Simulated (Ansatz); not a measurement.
# Geometry relaxation of Ti

The run: geometry relaxation of Ti (1 atom in the cell). Method and program: DFT PBE, scalar-relativistic, plane waves, PAW, no spin polarisation (Ansatz 0.2.0).

The structure derives from an entry of the Crystallography Open Database. It belongs to a series of runs on one base structure; here: the second end member. Figures and captions count atoms from 1; the log counts them from 0 in places.

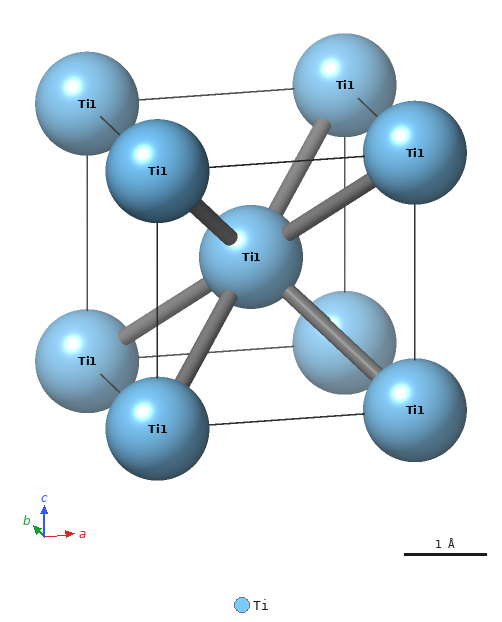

The starting structure (ball-and-stick view of the cell 2 times as large as that of the calculation, set on its symmetry axes, seen slightly off an axis; atoms are numbered from 1 in the order of the input). Near neighbours in the crystal (not all of them lie inside the picture): Ti has 8 Ti at 2.83 Å.

### Key numbers

| quantity | value |
| --- | --- |
| outcome | converged |
| space group (tolerance 0.01 Å) | Im-3m (229) |
| electrons treated | 12 |
| free energy | −2499.5616 eV |
| Fermi energy | 13.230 eV |
| gap on the k-point mesh | none (metallic) |
| pressure | −0.01 GPa |
| final volume | 17.25 Å³ |
| largest force (length of the vector) at the end | under 0.001 eV/Å |
| final cell | a = 2.819 Å, b = 2.819 Å, c = 2.819 Å, α = 109.47°, β = 109.47°, γ = 109.47° |
| hardware | 2 threads of Intel Xeon (Granite Rapids), 64 GiB of memory available, shared host |
| wall time | 2.9 s (CPU time 5.2 s) |
| peak memory | 0.47 GiB |

### Input file
```yaml
crystal:
  lattice:
    - [-1.6327237473, 1.6327237473, 1.6327237473]
    - [1.6327237473, -1.6327237473, 1.6327237473]
    - [1.6327237473, 1.6327237473, -1.6327237473]
  atoms:
    - { symbol: Ti, position: [0.0, 0.0, 0.0] }
basis:
  ecutwfc: 420
kpoints:
  mp_grid: { grid: [18, 18, 18] }
hamiltonian:
  xc: pbe
scf:
  occupations: { method: gaussian, width: 0.1 }
output:
  forces: true
  stress: true
  eigenvalues: true
  write_density: true
  write_potential: true
  elf: true
  volumetric_format: npy
relax:
  adjacent_minimum: "off"
  f_tol: 0.005
  max_steps: 80
  cell: { stress_tol: 0.05 }
```

Run as:
```bash
ansatz run input.yaml --threads 2 --pin off --max-ram 5120MiB --backend cpu --events-out ev --progress --plain --runs-dir out
```

### Log
```
Engine: ansatz 0.2.0, x86_64-unknown-linux-gnu
Pseudopotentials: kind: paw
Pseudopotential: Ti, paw, valence charge 12, recommended cutoff 420 eV (normal), Ti.paw.azcp
Functional definition: PBE
  parameter kappa = 0.804
  parameter beta = 0.06672455060314922
  exchange = pbe_x(kappa = kappa, mu = beta*pi^2/3)
  correlation = pbe_c(beta = beta)
Crystal: 1 atoms, lattice volume = 17.410 Å³
Basis set: ecut = 420 eV, 321 PW (Γ), exchange–correlation on 40×40×40 points (8 copies of the dense FFT grid, shifted against one another)
Bands: 10, of which v1, the nominal top of the filled ones, is band 6 counted from 1 (5 counted from 0)
Symmetry: 48 space group operations
Space group: Im-3m (ITA 229), of the structure as read, at distance tolerance 2.6e-5 Å
k-points: 195 of 5832
Non-local potential: Ti, projectors of the file, l = 0: 3, l = 1: 2, l = 2: 3, l = 3: 1
PAW form: soft (Blöchl's): semilocal exchange-correlation on the pseudo side does not see the compensation charge
PAW one-centre angular grid: Ti, 590 points (default); XC on 64 Gauss nodes
Initial density: superposition of atomic densities (neutral atoms: chi_scale 0, normalization atom), corrected by the library's trained network
Initial wavefunctions: pseudopotential atomic-orbital guess
Functional: x = pbe(κ = 0.804, μ = 0.2195149727645171), c = pbe(β = 0.06672455060314922)
SCF iter   1: F=—  HF=-2499.561294 eV  |F-HF|=—  |Δ(HF+E_count)|=         —  Δρ=2.11e-3  dr2=6.54e-4  ethr=1.77e-3  ⟨swp⟩=4.4  Hψ=10328  notcnv=0
preconditioner: auto → none  [metal: Δε(μ)=0.012 eV  Ē_g=4.107 eV  σ=0.100 eV  W_gap=0.07  n_scr=0 (ndim 8)  ℏωp=17.8 eV  f_vac=0.000  D(μ)=2.25/eV (n_scr^D=42)]
SCF iter   2: F=—  HF=-2499.561085 eV  |F-HF|=—  |Δ(HF+E_count)|=   2.09e-4  Δρ=1.12e-3  dr2=9.73e-5  ethr=5.45e-6  ⟨swp⟩=2.0  Hψ=4464  notcnv=0
SCF iter   3: F=—  HF=-2499.561078 eV  |F-HF|=—  |Δ(HF+E_count)|=   6.25e-6  Δρ=4.85e-4  dr2=1.08e-5  ethr=8.11e-7  ⟨swp⟩=2.3  Hψ=2933  notcnv=0
SCF iter   4: F=—  HF=-2499.561095 eV  |F-HF|=—  |Δ(HF+E_count)|=   1.68e-5  Δρ=9.09e-5  dr2=5.15e-7  ethr=9.04e-8  ⟨swp⟩=2.4  Hψ=2633  notcnv=0
iter 5 did not close the SCF: its close was put off for the readings that it lacked (scf_convergence_deferred on its scf_iter line)
SCF iter   5: F=-2499.561096 eV  HF=-2499.561096 eV  |F-HF|=1.48e-9  |Δ(HF+E_count)|=   6.34e-7  Δρ=6.44e-6  dr2=3.26e-9  ethr=4.29e-9  ⟨swp⟩=2.0  Hψ=2326  notcnv=0
SCF iter   6: F=-2499.561096 eV  HF=-2499.561096 eV  |F-HF|=1.11e-10  |Δ(HF+E_count)|=   2.69e-9  Δρ=1.06e-6  dr2=2.03e-10  ethr=2.72e-11  ⟨swp⟩=3.8  Hψ=8695  notcnv=0
SCF 1 converged in 6 iterations: F = -2499.561096 eV  dr2 = 2.03e-10
  greatest PAW one-centre occupation: 0.999 electrons in one spin orbital (limit 2), on the Ti atom at site 0 (counted from 0), in its partial waves of l = 0
relax step   1: F+E_penalty+E_count = -2499.56109568 eV  Δ(F+E_penalty+E_count) = +0.000e0 eV  max|allowed force component| = 0.000e0 eV/Å  Δτ_max = 0.0000 Å  P = -0.957 GPa  Ω = 17.410 Å³  (6 SCF iters, dr2 threshold 1.00e-7 eV, accepted)
Crystal: 1 atoms, lattice volume = 17.123 Å³
Initial density: handed on by an earlier stage of this run
Initial wavefunctions: those handed on with the density
iter 1 solved again at ethr=1.96e-7 eV; its pass at ethr=3.10e-3 eV (dr2=2.35e-5 eV) is discarded
SCF iter   1: F=—  HF=-2499.561269 eV  |F-HF|=—  |Δ(HF+E_count)|=         —  Δρ=3.97e-4  dr2=3.11e-5  ethr=1.96e-7  ⟨swp⟩=2.0  Hψ=13181  notcnv=0
preconditioner: auto → none  [metal: Δε(μ)=0.011 eV  Ē_g=4.190 eV  σ=0.100 eV  W_gap=0.06  n_scr=0 (ndim 8)  ℏωp=17.9 eV  f_vac=0.000  D(μ)=2.21/eV (n_scr^D=42)]
SCF iter   2: F=—  HF=-2499.561268 eV  |F-HF|=—  |Δ(HF+E_count)|=   1.33e-7  Δρ=2.42e-4  dr2=5.86e-6  ethr=1.96e-7  ⟨swp⟩=2.3  Hψ=3066  notcnv=0
SCF iter   3: F=—  HF=-2499.561269 eV  |F-HF|=—  |Δ(HF+E_count)|=   9.34e-7  Δρ=7.02e-5  dr2=3.12e-7  ethr=4.88e-8  ⟨swp⟩=2.8  Hψ=3188  notcnv=0
SCF iter   4: F=-2499.561271 eV  HF=-2499.561271 eV  |F-HF|=2.65e-9  |Δ(HF+E_count)|=   1.55e-6  Δρ=7.50e-6  dr2=9.54e-9  ethr=8.33e-10  ⟨swp⟩=7.7  Hψ=11305  notcnv=0
SCF 2 converged in 4 iterations: F = -2499.561271 eV  dr2 = 9.54e-9
relax step   2: F+E_penalty+E_count = -2499.56127092 eV  Δ(F+E_penalty+E_count) = -1.752e-4 eV  max|allowed force component| = 0.000e0 eV/Å  Δτ_max = 0.0000 Å  P = +0.812 GPa  Ω = 17.123 Å³  energy of the carried Pulay correction = +2.646e-5 eV  (4 SCF iters, dr2 threshold 1.00e-7 eV, accepted)
Crystal: 1 atoms, lattice volume = 17.254 Å³
iter 1 solved again at ethr=3.76e-8 eV; its pass at ethr=3.10e-3 eV (dr2=4.52e-6 eV) is discarded
SCF iter   1: F=—  HF=-2499.561583 eV  |F-HF|=—  |Δ(HF+E_count)|=         —  Δρ=1.84e-4  dr2=6.74e-6  ethr=3.76e-8  ⟨swp⟩=2.0  Hψ=13204  notcnv=0
preconditioner: auto → none  [metal: Δε(μ)=0.013 eV  Ē_g=4.153 eV  σ=0.100 eV  W_gap=0.08  n_scr=0 (ndim 8)  ℏωp=17.9 eV  f_vac=0.000  D(μ)=2.23/eV (n_scr^D=42)]
SCF iter   2: F=—  HF=-2499.561584 eV  |F-HF|=—  |Δ(HF+E_count)|=   9.78e-7  Δρ=1.11e-4  dr2=1.26e-6  ethr=3.76e-8  ⟨swp⟩=2.2  Hψ=3097  notcnv=0
SCF iter   3: F=—  HF=-2499.561584 eV  |F-HF|=—  |Δ(HF+E_count)|=   1.54e-7  Δρ=3.25e-5  dr2=6.75e-8  ethr=8.33e-10  ⟨swp⟩=4.7  Hψ=9830  notcnv=0
SCF iter   4: F=-2499.561585 eV  HF=-2499.561585 eV  |F-HF|=7.24e-10  |Δ(HF+E_count)|=   3.15e-7  Δρ=3.56e-6  dr2=2.21e-9  ethr=5.63e-10  ⟨swp⟩=7.8  Hψ=11314  notcnv=0
SCF 3 converged in 4 iterations: F = -2499.561585 eV  dr2 = 2.21e-9
relax step   3: F+E_penalty+E_count = -2499.56158457 eV  Δ(F+E_penalty+E_count) = -3.137e-4 eV  max|allowed force component| = 0.000e0 eV/Å  Δτ_max = 0.0000 Å  P = -0.009 GPa  Ω = 17.254 Å³  energy of the carried Pulay correction = +1.437e-5 eV  (4 SCF iters, dr2 threshold 1.00e-7 eV, accepted)
Initial wavefunctions: pseudopotential atomic-orbital guess (no wavefunctions were taken with the density)
iter 1 solved again at ethr=5.22e-8 eV; its pass at ethr=3.10e-3 eV (dr2=6.27e-6 eV) is discarded
SCF iter   1: F=—  HF=-2499.561568 eV  |F-HF|=—  |Δ(HF+E_count)|=         —  Δρ=9.27e-6  dr2=3.21e-9  ethr=5.22e-8  ⟨swp⟩=2.0  Hψ=14605  notcnv=0
preconditioner: auto → none  [metal: Δε(μ)=0.014 eV  Ē_g=4.155 eV  σ=0.100 eV  W_gap=0.08  n_scr=0 (ndim 8)  ℏωp=17.9 eV  f_vac=0.000  D(μ)=2.22/eV (n_scr^D=42)]
SCF iter   2: F=—  HF=-2499.561569 eV  |F-HF|=—  |Δ(HF+E_count)|=   1.49e-6  Δρ=4.46e-6  dr2=7.28e-10  ethr=2.67e-11  ⟨swp⟩=2.1  Hψ=3105  notcnv=0
SCF iter   3: F=—  HF=-2499.561569 eV  |F-HF|=—  |Δ(HF+E_count)|=  1.94e-10  Δρ=7.45e-7  dr2=1.03e-10  ethr=6.07e-12  ⟨swp⟩=2.2  Hψ=2713  notcnv=0
SCF iter   4: F=—  HF=-2499.561569 eV  |F-HF|=—  |Δ(HF+E_count)|=  2.68e-11  Δρ=3.25e-7  dr2=1.13e-11  ethr=1.00e-12  ⟨swp⟩=2.0  Hψ=2328  notcnv=0
SCF iter   5: F=-2499.561569 eV  HF=-2499.561569 eV  |F-HF|=6.37e-12  |Δ(HF+E_count)|=  5.00e-12  Δρ=2.00e-7  dr2=7.57e-12  ethr=1.00e-12  ⟨swp⟩=4.7  Hψ=6573  notcnv=0
SCF 4 converged in 5 iterations: F = -2499.561569 eV  dr2 = 7.57e-12
relax step   4: F+E_penalty+E_count = -2499.56156945 eV  Δ(F+E_penalty+E_count) = +1.512e-5 eV  max|allowed force component| = 0.000e0 eV/Å  Δτ_max = 0.0000 Å  P = -0.007 GPa  Ω = 17.254 Å³  stress off target by 6.58e-3 GPa  SCF on the basis re-selected at this cell (its energy is not comparable with the rows above)  (5 SCF iters)
```

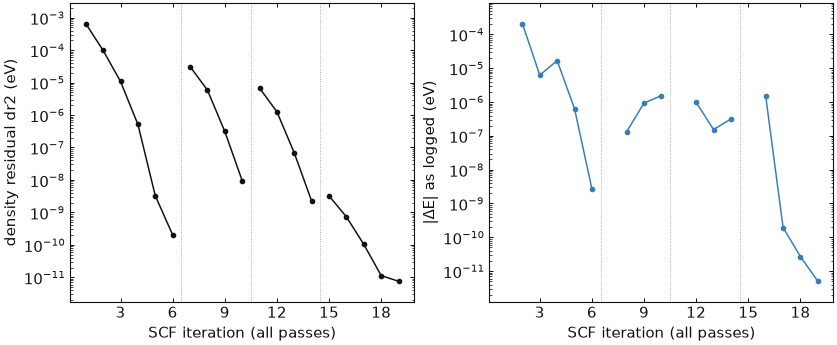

Convergence of the self-consistent field: density residual dr2 and size of the energy change against the SCF iteration. The dotted lines part the SCF passes of the relaxation: geometry steps, rejected trials and re-solves on a re-selected basis. The passes take 6, 4, 4 and 5 iterations.

```
basis re-selected at this cell: Δ(F+E_penalty+E_count) = +1.512e-5 eV, ΔP = +0.002 GPa vs the last step (what re-selecting the basis moved, of the pressure what is left beyond the Pulay correction that the steps carried, after the strain that the cell walked since its last selection, with what the two solves' SCF thresholds leave and, on support functions, any second-order correction that the steps lacked; it is no measure of the basis error at this ecutwfc). This SCF's stress stands 6.58e-3 GPa from its target on what of the cell is left free (relax.cell.stress_tol is 5.00e-2 GPa) and its largest allowed force component is 0.00e0 eV/Å (relax.f_tol is 5.00e-3 eV/Å): within both
SCF converged after 5 iterations
Free energy (F): -2499.561569 eV
Harris-Foulkes:  -2499.561569 eV  (|F-HF|=6.37e-12)
Internal energy: -2499.550451 eV  (E = F + TS)
E sigma→0 (E₀):  -2499.556010 eV
Entropy (-TS):   -0.011118 eV (-11.118 meV/atom)
Fermi energy:    13.230110 eV
--- Per-component energies (eV) ---
  E_band       = -155.376902
  E_kinetic    = 272.810789
  E_local      = -809.723170  (includes V_loc(G=0)·N_el)
  E_nonlocal   = 8.410914
  E_hartree    = 333.149560
  E_xc         = -97.469581
  E_vxc        = -121.945006  (∫ρ·V_xc dr)
  E_paw        = -1047.795724  (= ΣΔE_a)
  E_vpaw       = -171.229769  (= ΣTr[D̂ρ^β])
  E_aug_tail   = 0.000120  (compensation charges beyond the density's cutoff)
  E_ewald      = -1158.933359
  E_smearing   = -0.011118  (= −TS)
  E_closure    = 0.000000  (closes the sum)
  Σ components = -2499.561569   (vs F -2499.561569, Δ=0.00e0)
--- Forces (eV/Å), atoms counted from 1 ---
  atom   1  Ti    -0.00000000    -0.00000000     0.00000000
  max |Σ_I F_I| component: 3.31e-32 eV/Å
--- Stress (GPa, compression-positive) ---
       -0.006576       0.000000       0.000000
        0.000000      -0.006576      -0.000000
       -0.000000      -0.000000      -0.006576
  P = ⅓ Tr σ = -0.0066 GPa (-0.066 kbar)
--- Band table (eV; the first three rows and the last of 195) ---
  k-point 0: bands = ["-43.2462", "-19.1097", "-19.1097", "-19.1097", "7.2878", "14.2269", "14.2269", "14.2269", "16.0031", "16.0031"]
  k-point 1: bands = ["-43.2421", "-19.1315", "-19.1164", "-19.1099", "7.3942", "14.1778", "14.2139", "14.3047", "15.9447", "16.0060"]
  k-point 2: bands = ["-43.2304", "-19.1937", "-19.1356", "-19.1103", "7.7059", "14.0393", "14.1565", "14.5334", "15.8109", "16.0166"]
  k-point 194: bands = ["-43.0149", "-19.5832", "-19.5832", "-19.5832", "11.0999", "11.0999", "17.1901", "17.1901", "17.1901", "21.6504"]
--- Relaxed structure (3 steps of the walk, 3 accepted, 1 SCFs on fresh bases) ---
  F+E_penalty+E_count = -2499.56156945 eV   max|allowed force component| = 0.000e0 eV/Å   (the final SCF, on the basis selected at the relaxed cell)
  cell:  # Å, volume = 17.2535 Å³
    - [-1.6278176473899846, 1.6278176473899846, 1.6278176473899846]
    - [1.6278176473899846, -1.6278176473899846, 1.6278176473899846]
    - [1.6278176473899846, 1.6278176473899846, -1.6278176473899846]
  atoms:
    - { symbol: Ti, position: [0.0, 0.0, 0.0] }
```

### Trajectory as extended XYZ (Å, eV, eV/Å), 4 frames, from step=1 to step=4
```
1
Lattice="-1.6327 1.6327 1.6327 1.6327 -1.6327 1.6327 1.6327 1.6327 -1.6327" Properties=species:S:1:pos:R:3:forces:R:3 step=1 energy=-2499.56110 pressure_GPa=-0.96
Ti    0.0000    0.0000    0.0000    0.0000   0.0000   0.0000
1
Lattice="-1.6237 1.6237 1.6237 1.6237 -1.6237 1.6237 1.6237 1.6237 -1.6237" Properties=species:S:1:pos:R:3:forces:R:3 step=2 energy=-2499.56127 pressure_GPa=0.81
Ti    0.0000    0.0000    0.0000    0.0000   0.0000   0.0000
1
Lattice="-1.6278 1.6278 1.6278 1.6278 -1.6278 1.6278 1.6278 1.6278 -1.6278" Properties=species:S:1:pos:R:3:forces:R:3 step=3 energy=-2499.56158 pressure_GPa=-0.01
Ti    0.0000    0.0000    0.0000    0.0000   0.0000   0.0000
1
Lattice="-1.6278 1.6278 1.6278 1.6278 -1.6278 1.6278 1.6278 1.6278 -1.6278" Properties=species:S:1:pos:R:3:forces:R:3 step=4 energy=-2499.56157 pressure_GPa=-0.01
Ti    0.0000    0.0000    0.0000    0.0000   0.0000   0.0000
```

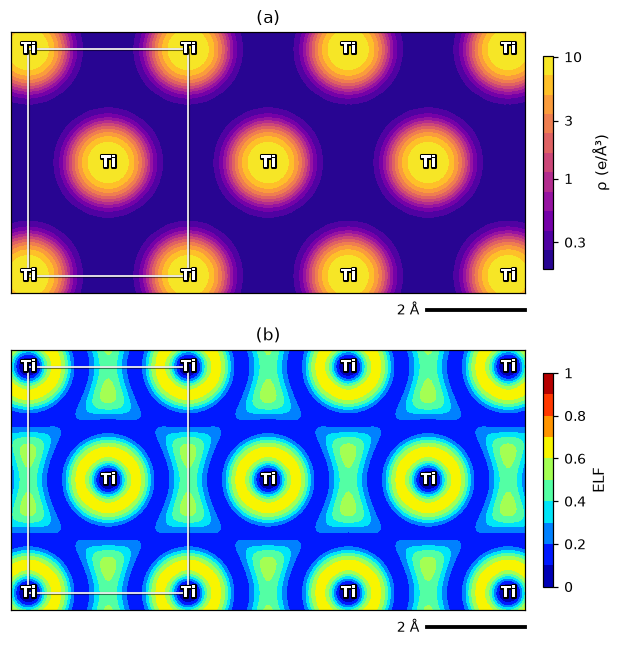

(a) valence charge density (pseudo); (b) ELF on the (110) plane of the conventional cell. The plane passes through Ti nuclei. Ti–Ti (2.82 Å): ρ is about 0.19 e/Å³ halfway; the ELF is about 0.15 at the midpoint; no shared electron pair. Away from the nuclei the density in this plane falls to 0.18 e/Å³ at its lowest. The ELF has a maximum of about 0.55 in the space between the atoms. The strong features right at Ti lie inside the PAW spheres (semicore, d or f shells) and say nothing about bonding. In a PAW calculation such maps are meaningful between the atoms, not at the nuclei.

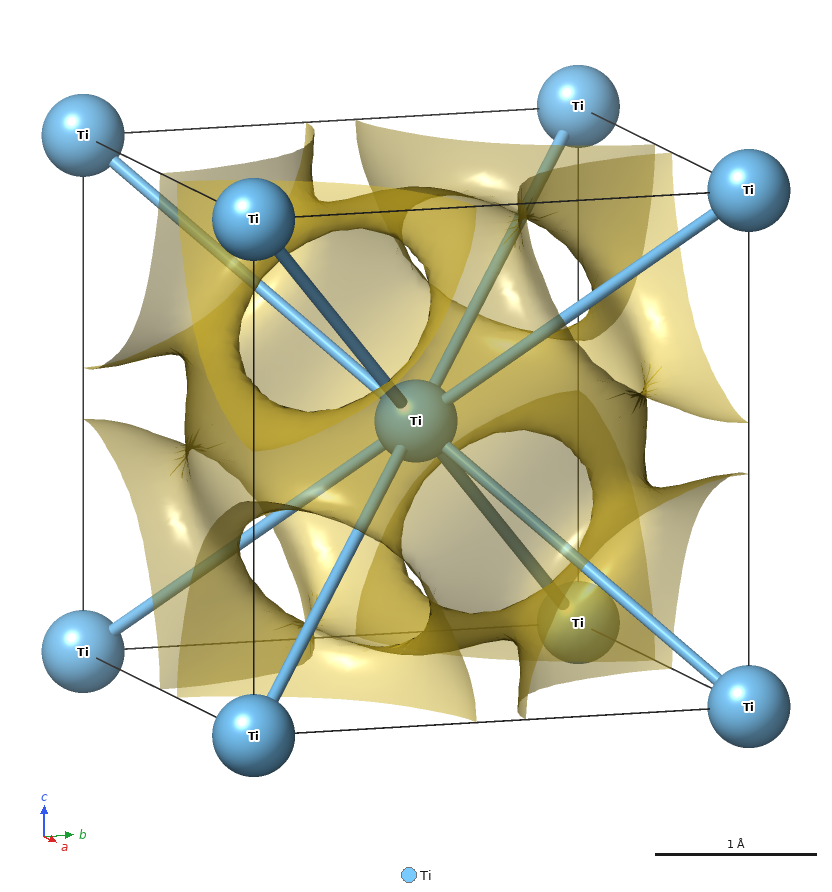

Isosurface of the electron localisation function at 0.4 (yellow), seen slightly off an axis. Core shells and regions of very low density are left out. Sticks mark near contacts. The outline is the cell set on symmetry axes. Values along the shortest contacts: Ti–Ti (2.82 Å): the ELF is about 0.20 at the midpoint; no shared electron pair.

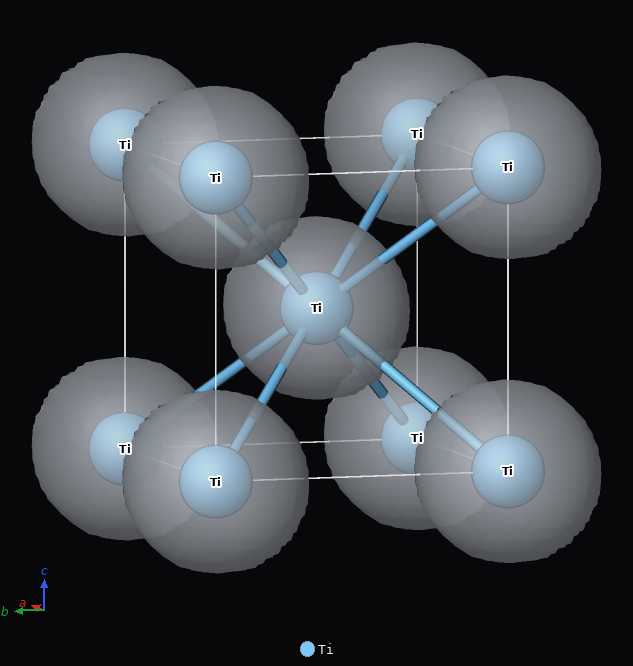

Isosurface of the valence pseudo-density at 0.4 e/Å³ (grey), seen at an oblique angle. Sticks mark near contacts. The outline is the cell set on symmetry axes. At this value the density breaks into separate islands; it holds about 75 % of the electrons treated as valence (semicore included). It is pinched off along the Ti–Ti (2.82 Å) contacts. On the grid the lowest density along these lines, outside the cores, is 0.19 e/Å³ (Ti–Ti, 2.82 Å).
